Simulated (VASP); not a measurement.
**Run report: GaP, optical-spectrum calculation (part 3 of 3)**

The same run, continued: GaP (F-43m, 2 atoms in the cell); Kohn-Sham DFT of a periodic cell, PBE, VASP PAW PBE potentials, recommended, no spin polarisation (VASP 6.6.1); cutoff 520 eV, 14×14×14 k-mesh, Gaussian smearing of 0.02 eV. The structure derives from an entry of the Crystallography Open Database.

Geometry of the input (Å; fractional positions):
```
0.0000  2.7252  2.7252
2.7252  0.0000  2.7252
2.7252  2.7252  0.0000
Ga 0.0000  0.0000  0.0000
P  0.2500  0.2500  0.2500
```

**Parts of OUTCAR, continued**
```
  frequency dependent IMAGINARY DIELECTRIC FUNCTION (independent particle, no local field effects) current-current
     E(ev)      X         Y         Z        XY        YZ        ZX
  --------------------------------------------------------------------------------------------------------------
     0.00000    60.63787    60.63787    60.63787    -0.00000     0.00000     0.00000
     0.65343     3.19868     3.19868     3.19868    -0.00000     0.00000     0.00000
     1.30685     1.93337     1.93337     1.93337    -0.00000     0.00000     0.00000
     1.96028     2.15084     2.15084     2.15084    -0.00000     0.00000     0.00000
     2.61370     6.07428     6.07428     6.07428    -0.00000     0.00000     0.00000
     3.26713    11.68588    11.68588    11.68588    -0.00000    -0.00000     0.00000
     3.92055    18.74881    18.74881    18.74881    -0.00000    -0.00000     0.00000
     4.57398    22.56370    22.56370    22.56370    -0.00000    -0.00000     0.00000
     5.22741    10.87741    10.87741    10.87741     0.00000     0.00000     0.00000
     5.88083     9.61998     9.61998     9.61998     0.00000     0.00000     0.00000
     6.53426     7.24841     7.24841     7.24841    -0.00000    -0.00000     0.00000
     7.18768     3.93110     3.93110     3.93110    -0.00000    -0.00000    -0.00000
     7.84111     3.10042     3.10042     3.10042     0.00000     0.00000     0.00000
     8.49454     2.25656     2.25656     2.25656     0.00000    -0.00000    -0.00000
     9.14796     1.83511     1.83511     1.83511     0.00000    -0.00000     0.00000
     9.80139     1.63999     1.63999     1.63999    -0.00000    -0.00000     0.00000
    10.45481     1.05034     1.05034     1.05034    -0.00000     0.00000     0.00000
    11.10824     0.79643     0.79643     0.79643     0.00000     0.00000    -0.00000
    11.76166     0.58946     0.58946     0.58946    -0.00000    -0.00000     0.00000
    12.41509     0.53866     0.53866     0.53866     0.00000     0.00000     0.00000
    13.06852     0.48495     0.48495     0.48495    -0.00000    -0.00000    -0.00000
    13.72194     0.35687     0.35687     0.35687    -0.00000    -0.00000     0.00000
    14.37537     0.30916     0.30916     0.30916     0.00000     0.00000     0.00000
    15.02879     0.25516     0.25516     0.25516    -0.00000    -0.00000    -0.00000
    15.68222     0.20285     0.20285     0.20285     0.00000    -0.00000    -0.00000
    16.33564     0.21788     0.21788     0.21788    -0.00000     0.00000    -0.00000
    16.98907     0.23326     0.23326     0.23326     0.00000    -0.00000     0.00000
    17.64250     0.21776     0.21776     0.21776    -0.00000    -0.00000     0.00000
    18.29592     0.18403     0.18403     0.18403     0.00000     0.00000     0.00000
    18.94935     0.27646     0.27646     0.27646     0.00000    -0.00000     0.00000
    19.60277     0.18274     0.18274     0.18274    -0.00000     0.00000    -0.00000
    20.25620     0.19035     0.19035     0.19035     0.00000     0.00000    -0.00000
    20.90962     0.15045     0.15045     0.15045     0.00000     0.00000    -0.00000
    21.56305     0.13260     0.13260     0.13260    -0.00000    -0.00000     0.00000
    22.21648     0.14563     0.14563     0.14563    -0.00000     0.00000     0.00000
    22.86990     0.10706     0.10706     0.10706    -0.00000     0.00000    -0.00000
    23.52333     0.09594     0.09594     0.09594     0.00000    -0.00000    -0.00000
    24.17675     0.10928     0.10928     0.10928    -0.00000    -0.00000    -0.00000
    24.83018     0.09796     0.09796     0.09796    -0.00000    -0.00000    -0.00000
    25.48361     0.09785     0.09785     0.09785     0.00000    -0.00000    -0.00000
    26.13703     0.09818     0.09818     0.09818    -0.00000    -0.00000     0.00000
    26.79046     0.11676     0.11676     0.11676     0.00000    -0.00000     0.00000
    27.44388     0.10133     0.10133     0.10133    -0.00000    -0.00000    -0.00000
    28.09731     0.10300     0.10300     0.10300     0.00000     0.00000     0.00000
    28.75073     0.09312     0.09312     0.09312     0.00000     0.00000    -0.00000
    29.40416     0.08716     0.08716     0.08716     0.00000    -0.00000     0.00000
    30.05759     0.07639     0.07639     0.07639     0.00000     0.00000     0.00000
    30.71101     0.07963     0.07963     0.07963    -0.00000     0.00000    -0.00000
    31.36444     0.08425     0.08425     0.08425     0.00000    -0.00000     0.00000
    32.01786     0.07699     0.07699     0.07699     0.00000    -0.00000     0.00000
    32.67129     0.09814     0.09814     0.09814     0.00000    -0.00000    -0.00000
    33.32471     0.07554     0.07554     0.07554    -0.00000    -0.00000    -0.00000
    33.97814     0.06297     0.06297     0.06297     0.00000     0.00000     0.00000
    34.63157     0.06087     0.06087     0.06087    -0.00000    -0.00000    -0.00000
    35.28499     0.05957     0.05957     0.05957     0.00000    -0.00000    -0.00000
    35.93842     0.06636     0.06636     0.06636     0.00000     0.00000     0.00000
    36.59184     0.05540     0.05540     0.05540     0.00000    -0.00000    -0.00000
    37.24527     0.05222     0.05222     0.05222     0.00000     0.00000    -0.00000
    37.89870     0.05563     0.05563     0.05563     0.00000     0.00000     0.00000
    38.55212     0.07102     0.07102     0.07102     0.00000     0.00000     0.00000
    39.20555     0.04856     0.04856     0.04856     0.00000    -0.00000     0.00000
    39.85897     0.05374     0.05374     0.05374    -0.00000    -0.00000     0.00000
    40.51240     0.03968     0.03968     0.03968     0.00000    -0.00000     0.00000
    41.16582     0.05225     0.05225     0.05225    -0.00000    -0.00000    -0.00000
    41.81925     0.04226     0.04226     0.04226    -0.00000     0.00000    -0.00000
    42.47268     0.05540     0.05540     0.05540     0.00000     0.00000    -0.00000
    43.12610     0.07124     0.07124     0.07124     0.00000    -0.00000    -0.00000
    43.77953     0.05751     0.05751     0.05751    -0.00000    -0.00000     0.00000
    44.43295     0.08101     0.08101     0.08101    -0.00000    -0.00000    -0.00000
    45.08638     0.07128     0.07128     0.07128    -0.00000    -0.00000     0.00000
    45.73980     0.07000     0.07000     0.07000    -0.00000    -0.00000    -0.00000
    46.39323     0.07039     0.07039     0.07039     0.00000     0.00000     0.00000
    47.04666     0.03680     0.03680     0.03680     0.00000     0.00000     0.00000
    47.70008     0.03907     0.03907     0.03907     0.00000     0.00000     0.00000
    48.35351     0.02565     0.02565     0.02565     0.00000     0.00000     0.00000
    49.00693     0.02201     0.02201     0.02201    -0.00000    -0.00000     0.00000
    49.66036     0.01333     0.01333     0.01333     0.00000     0.00000    -0.00000
    50.31379     0.00658     0.00658     0.00658    -0.00000     0.00000     0.00000
    50.96721     0.00216     0.00216     0.00216     0.00000    -0.00000    -0.00000
    51.62064     0.00153     0.00153     0.00153     0.00000     0.00000     0.00000
    52.27406     0.00105     0.00105     0.00105     0.00000     0.00000     0.00000
    52.92749     0.00035     0.00035     0.00035     0.00000    -0.00000     0.00000
    53.58091     0.00037     0.00037     0.00037     0.00000     0.00000     0.00000
    54.23434     0.00026     0.00026     0.00026     0.00000     0.00000     0.00000
    54.88777     0.00017     0.00017     0.00017     0.00000    -0.00000     0.00000
    55.54119     0.00015     0.00015     0.00015     0.00000    -0.00000     0.00000
    56.19462     0.00013     0.00013     0.00013     0.00000    -0.00000     0.00000
    56.84804     0.00011     0.00011     0.00011     0.00000    -0.00000     0.00000
    57.50147     0.00010     0.00010     0.00010     0.00000    -0.00000     0.00000
    58.15489     0.00008     0.00008     0.00008     0.00000    -0.00000     0.00000
    58.80832     0.00008     0.00008     0.00008     0.00000    -0.00000     0.00000
    59.46175     0.00007     0.00007     0.00007     0.00000    -0.00000     0.00000
    60.11517     0.00006     0.00006     0.00006     0.00000    -0.00000     0.00000
    60.76860     0.00005     0.00005     0.00005     0.00000    -0.00000     0.00000
    61.42202     0.00005     0.00005     0.00005     0.00000    -0.00000     0.00000
    62.07545     0.00005     0.00005     0.00005     0.00000    -0.00000     0.00000
    62.72887     0.00004     0.00004     0.00004     0.00000    -0.00000     0.00000
    63.38230     0.00004     0.00004     0.00004     0.00000    -0.00000     0.00000
    64.03573     0.00003     0.00003     0.00003     0.00000    -0.00000     0.00000
    64.68915     0.00003     0.00003     0.00003     0.00000    -0.00000     0.00000

  frequency dependent      REAL DIELECTRIC FUNCTION (independent particle, no local field effects) current-current
     E(ev)        X           Y           Z          XY          YZ          ZX
  --------------------------------------------------------------------------------------------------------------
     0.00000    10.88076    10.88076    10.88076    -0.00000    -0.00000     0.00000
     0.65343    11.14538    11.14538    11.14538    -0.00000    -0.00000     0.00000
     1.30685    12.09384    12.09384    12.09384    -0.00000    -0.00000     0.00000
     1.96028    13.95917    13.95917    13.95917    -0.00000    -0.00000     0.00000
     2.61370    19.82814    19.82814    19.82814    -0.00000     0.00000     0.00000
     3.26713    14.79613    14.79613    14.79613    -0.00000    -0.00000     0.00000
     3.92055    14.66785    14.66785    14.66785    -0.00000    -0.00000    -0.00000
     4.57398    -1.39489    -1.39489    -1.39489     0.00000     0.00000    -0.00000
     5.22741    -8.11379    -8.11379    -8.11379     0.00000     0.00000     0.00000
     5.88083    -6.00612    -6.00612    -6.00612    -0.00000    -0.00000     0.00000
     6.53426    -8.64502    -8.64502    -8.64502     0.00000    -0.00000    -0.00000
     7.18768    -4.21753    -4.21753    -4.21753     0.00000    -0.00000    -0.00000
     7.84111    -3.58567    -3.58567    -3.58567     0.00000    -0.00000    -0.00000
     8.49454    -2.92407    -2.92407    -2.92407    -0.00000     0.00000    -0.00000
     9.14796    -2.87637    -2.87637    -2.87637     0.00000     0.00000    -0.00000
     9.80139    -2.32187    -2.32187    -2.32187    -0.00000     0.00000    -0.00000
    10.45481    -1.79883    -1.79883    -1.79883     0.00000     0.00000     0.00000
    11.10824    -1.52671    -1.52671    -1.52671     0.00000    -0.00000     0.00000
    11.76166    -1.19893    -1.19893    -1.19893     0.00000     0.00000    -0.00000
    12.41509    -0.99600    -0.99600    -0.99600     0.00000     0.00000    -0.00000
    13.06852    -0.78614    -0.78614    -0.78614     0.00000    -0.00000     0.00000
    13.72194    -0.59802    -0.59802    -0.59802     0.00000     0.00000     0.00000
    14.37537    -0.41343    -0.41343    -0.41343     0.00000    -0.00000     0.00000
    15.02879    -0.32298    -0.32298    -0.32298     0.00000    -0.00000    -0.00000
    15.68222    -0.13508    -0.13508    -0.13508     0.00000    -0.00000     0.00000
    16.33564     0.00206     0.00206     0.00206     0.00000     0.00000     0.00000
    16.98907     0.13843     0.13843     0.13843     0.00000    -0.00000    -0.00000
    17.64250     0.10602     0.10602     0.10602     0.00000     0.00000     0.00000
    18.29592     0.23656     0.23656     0.23656     0.00000     0.00000    -0.00000
    18.94935     0.28273     0.28273     0.28273     0.00000    -0.00000    -0.00000
    19.60277     0.30664     0.30664     0.30664     0.00000     0.00000    -0.00000
    20.25620     0.33106     0.33106     0.33106     0.00000     0.00000    -0.00000
    20.90962     0.32569     0.32569     0.32569     0.00000    -0.00000     0.00000
    21.56305     0.39306     0.39306     0.39306     0.00000    -0.00000     0.00000
    22.21648     0.45710     0.45710     0.45710     0.00000    -0.00000    -0.00000
    22.86990     0.49198     0.49198     0.49198     0.00000     0.00000    -0.00000
    23.52333     0.50452     0.50452     0.50452     0.00000    -0.00000     0.00000
    24.17675     0.54490     0.54490     0.54490     0.00000     0.00000     0.00000
    24.83018     0.56483     0.56483     0.56483     0.00000    -0.00000    -0.00000
    25.48361     0.58487     0.58487     0.58487     0.00000    -0.00000     0.00000
    26.13703     0.63067     0.63067     0.63067     0.00000    -0.00000    -0.00000
    26.79046     0.62140     0.62140     0.62140     0.00000    -0.00000    -0.00000
    27.44388     0.66171     0.66171     0.66171     0.00000    -0.00000     0.00000
    28.09731     0.65128     0.65128     0.65128     0.00000     0.00000    -0.00000
    28.75073     0.66166     0.66166     0.66166     0.00000    -0.00000    -0.00000
    29.40416     0.66044     0.66044     0.66044     0.00000    -0.00000     0.00000
    30.05759     0.68429     0.68429     0.68429     0.00000     0.00000    -0.00000
    30.71101     0.70636     0.70636     0.70636     0.00000     0.00000     0.00000
    31.36444     0.71155     0.71155     0.71155     0.00000    -0.00000    -0.00000
    32.01786     0.71905     0.71905     0.71905     0.00000    -0.00000    -0.00000
    32.67129     0.73035     0.73035     0.73035     0.00000     0.00000    -0.00000
    33.32471     0.71720     0.71720     0.71720     0.00000     0.00000    -0.00000
    33.97814     0.73333     0.73333     0.73333     0.00000    -0.00000    -0.00000
    34.63157     0.77255     0.77255     0.77255     0.00000     0.00000    -0.00000
    35.28499     0.76687     0.76687     0.76687     0.00000    -0.00000    -0.00000
    35.93842     0.76988     0.76988     0.76988     0.00000    -0.00000     0.00000
    36.59184     0.78470     0.78470     0.78470     0.00000     0.00000    -0.00000
    37.24527     0.79377     0.79377     0.79377     0.00000     0.00000    -0.00000
    37.89870     0.80389     0.80389     0.80389     0.00000    -0.00000    -0.00000
    38.55212     0.79696     0.79696     0.79696     0.00000    -0.00000     0.00000
    39.20555     0.79249     0.79249     0.79249     0.00000    -0.00000    -0.00000
    39.85897     0.80552     0.80552     0.80552     0.00000    -0.00000    -0.00000
    40.51240     0.82168     0.82168     0.82168     0.00000    -0.00000    -0.00000
    41.16582     0.81811     0.81811     0.81811     0.00000     0.00000    -0.00000
    41.81925     0.83534     0.83534     0.83534     0.00000     0.00000    -0.00000
    42.47268     0.84827     0.84827     0.84827     0.00000    -0.00000    -0.00000
    43.12610     0.84569     0.84569     0.84569    -0.00000    -0.00000    -0.00000
    43.77953     0.84191     0.84191     0.84191     0.00000    -0.00000     0.00000
    44.43295     0.84338     0.84338     0.84338     0.00000    -0.00000    -0.00000
    45.08638     0.84988     0.84988     0.84988     0.00000    -0.00000     0.00000
    45.73980     0.81307     0.81307     0.81307    -0.00000     0.00000    -0.00000
    46.39323     0.80909     0.80909     0.80909     0.00000     0.00000     0.00000
    47.04666     0.81258     0.81258     0.81258     0.00000    -0.00000    -0.00000
    47.70008     0.81674     0.81674     0.81674     0.00000    -0.00000     0.00000
    48.35351     0.82493     0.82493     0.82493     0.00000    -0.00000    -0.00000
    49.00693     0.82813     0.82813     0.82813     0.00000     0.00000    -0.00000
    49.66036     0.82912     0.82912     0.82912     0.00000     0.00000    -0.00000
    50.31379     0.83991     0.83991     0.83991     0.00000    -0.00000    -0.00000
    50.96721     0.84899     0.84899     0.84899     0.00000    -0.00000    -0.00000
    51.62064     0.85707     0.85707     0.85707     0.00000    -0.00000    -0.00000
    52.27406     0.86336     0.86336     0.86336     0.00000    -0.00000    -0.00000
    52.92749     0.86928     0.86928     0.86928     0.00000    -0.00000    -0.00000
    53.58091     0.87431     0.87431     0.87431     0.00000     0.00000    -0.00000
    54.23434     0.87866     0.87866     0.87866     0.00000    -0.00000    -0.00000
    54.88777     0.88281     0.88281     0.88281     0.00000     0.00000    -0.00000
    55.54119     0.88658     0.88658     0.88658     0.00000     0.00000    -0.00000
    56.19462     0.89007     0.89007     0.89007     0.00000     0.00000    -0.00000
    56.84804     0.89334     0.89334     0.89334     0.00000     0.00000    -0.00000
    57.50147     0.89640     0.89640     0.89640     0.00000     0.00000    -0.00000
    58.15489     0.89930     0.89930     0.89930     0.00000     0.00000    -0.00000
    58.80832     0.90204     0.90204     0.90204     0.00000     0.00000    -0.00000
    59.46175     0.90464     0.90464     0.90464     0.00000     0.00000    -0.00000
    60.11517     0.90711     0.90711     0.90711     0.00000     0.00000    -0.00000
    60.76860     0.90947     0.90947     0.90947     0.00000     0.00000    -0.00000
    61.42202     0.91173     0.91173     0.91173     0.00000     0.00000    -0.00000
    62.07545     0.91388     0.91388     0.91388     0.00000     0.00000    -0.00000
    62.72887     0.91595     0.91595     0.91595     0.00000     0.00000    -0.00000
    63.38230     0.91793     0.91793     0.91793     0.00000     0.00000    -0.00000
    64.03573     0.91983     0.91983     0.91983     0.00000     0.00000    -0.00000
    64.68915     0.92166     0.92166     0.92166     0.00000     0.00000    -0.00000
```

**CONTCAR**
```
GaP
   1.00000000000000
     0.0000000000000000    2.7252500000000000    2.7252500000000000
     2.7252500000000000    0.0000000000000000    2.7252500000000000
     2.7252500000000000    2.7252500000000000    0.0000000000000000
  Ga              P
     1     1
Direct
     0.0000000000000000    0.0000000000000000    0.0000000000000000
     0.2500000000000000    0.2500000000000000    0.2500000000000000

  0.00000000E+00  0.00000000E+00  0.00000000E+00
  0.00000000E+00  0.00000000E+00  0.00000000E+00
```

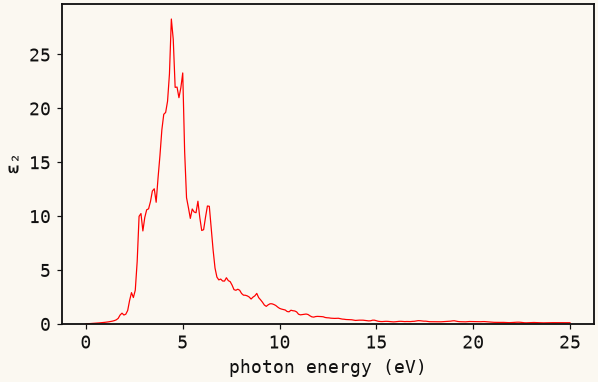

Fig. 1: Imaginary part of the dielectric function (first component that the program prints). The highest peak, 28.3, lies at 4.41 eV.

**Summary**

- outcome: converged
- space group (tolerance 0.01 Å): F-43m (216)
- electrons treated: 18
- free energy: −9.1185 eV
- Fermi energy of the self-consistent step: 4.753 eV
- gap on the k-point mesh: 1.59 eV
- pressure: 2.49 GPa
- largest force (length of the vector): under 0.001 eV/Å
- hardware: 1 thread of Intel Xeon @ 2.90GHz (Ice Lake), 64 GiB of memory available, shared host
- wall time: 3.8 min
- peak memory: 0.33 GiB
